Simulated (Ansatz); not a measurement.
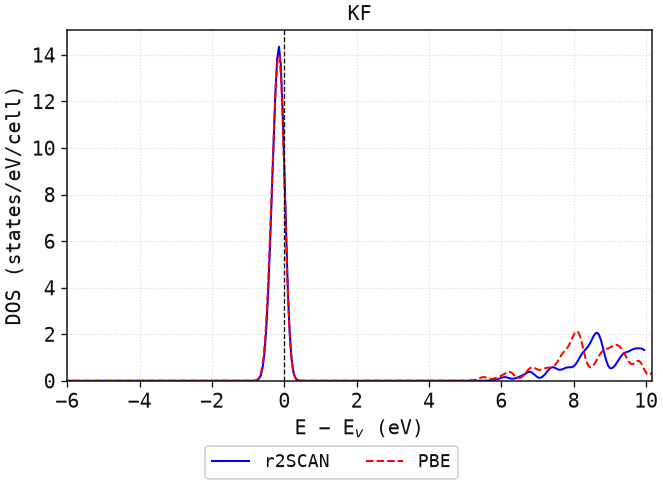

Total densities of states of KF, space group Imm2 (No. 44), 2 atoms in the cell, zincblende type, shear (xy) strain +4.8%, by two methods on the same cell. The curves are built from the levels of the k mesh with Gaussians 0.3 eV wide, which also blur the band edges. Each is counted from its own valence-band top.

### How do the methods compare?

r2SCAN gives a gap of 5.74 eV and PBE gives a gap of 5.16 eV.

Settings. r2SCAN: DFT, r2SCAN, plane waves, PAW, no spin polarisation, 8×8×8 k mesh, 500 eV cutoff (Ansatz). PBE: DFT, PBE, plane waves, PAW, no spin polarisation, 8×8×8 k mesh, 420 eV cutoff, Fermi-Dirac smearing of 0.02 eV (Ansatz 0.2.0).
